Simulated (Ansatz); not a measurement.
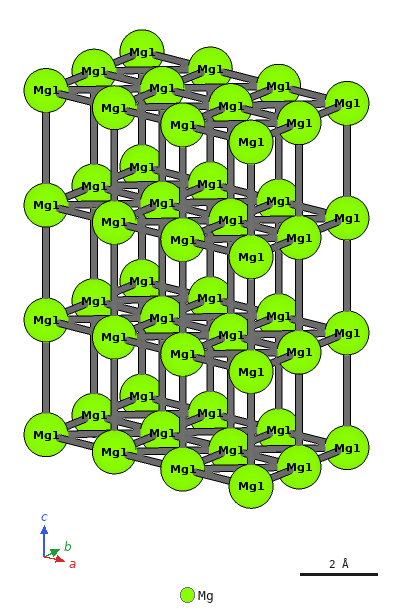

The starting point is a symmetric starting cell of Mg. A ball-and-stick model of the cell of the calculation, repeated 3 × 2 × 3 with one cell outlined, seen from a free direction.

These are results of Ansatz 0.2.0, DFT PBE, scalar-relativistic, plane waves, PAW, not measurements. Settings: plane-wave cutoff 420 eV; k-point mesh 15 × 15 × 12; occupations gaussian; smearing width 0.1 eV; no spin polarisation.

The variant: The cell is strained by +0.4 % along c and −5.6 % across it (volume −10.6 %), the atoms keeping their fractional coordinates. No relaxation follows. The starting cell wasn't computed here and needn't be at equilibrium, so pressure and forces aren't due to the change alone.

What does the calculation give for the changed structure?

The pressure is 6.8 GPa (not all of it need come from the change, since the unchanged cell can be under pressure at this level too). The principal stresses (compression positive) are 0.7 GPa along c and 9.9 GPa across it. All forces vanish by symmetry. Some distances before and after: Mg–Mg 3.049 → 2.878 to 3.056 Å. The space group stays P6/mmm (No. 191).

Drawn alike, the variant:

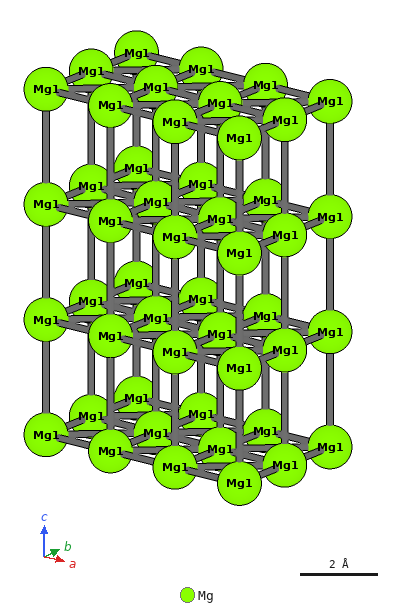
